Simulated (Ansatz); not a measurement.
Consider this structure.

```
Ti Si
1.0
     3.42426    0.00000    0.00000
     0.00000    8.42417    0.00000
     0.00000    0.00000    2.94574
Ti Si
2 4
Direct
  0.00000 0.00000 0.93211
  0.50000 0.50000 0.43211
  0.50000 0.17008 0.50000
  0.00000 0.32992 0.00000
  0.00000 0.67008 0.00000
  0.50000 0.82992 0.50000
```

Q: What crystal do these data define?

A: The solid is TiSi2. It belongs to space group Imm2 (No. 44) and has a body-centred orthorhombic lattice. It has 6 atoms to the cell (2 Ti, 4 Si). Each Ti has ten Si at 2.57 to 2.79 Å. Not all metal-metal contacts are counted. The bonds build a three-dimensional framework.

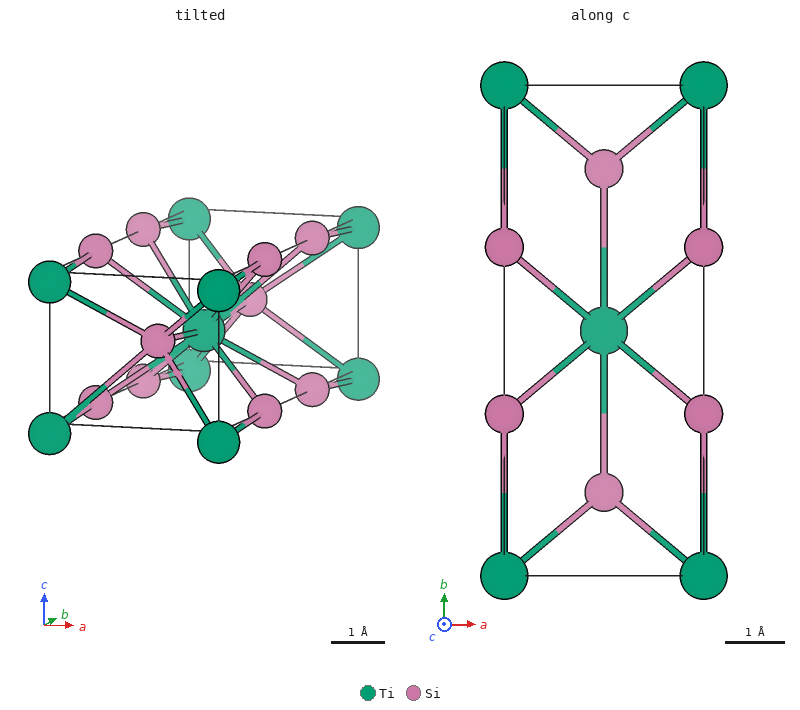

A ball-and-stick rendering, viewed slightly off an axis and along the c axis. Atoms at the boundary of the conventional unit cell (the box) are drawn once for each face, edge or corner they touch. Colours: titanium teal, silicon pink.

The starting point was a structure listed in the Materials Project. Earlier steps of the study may have refined or changed the cell and positions. It was set up as input for a calculation with Ansatz.
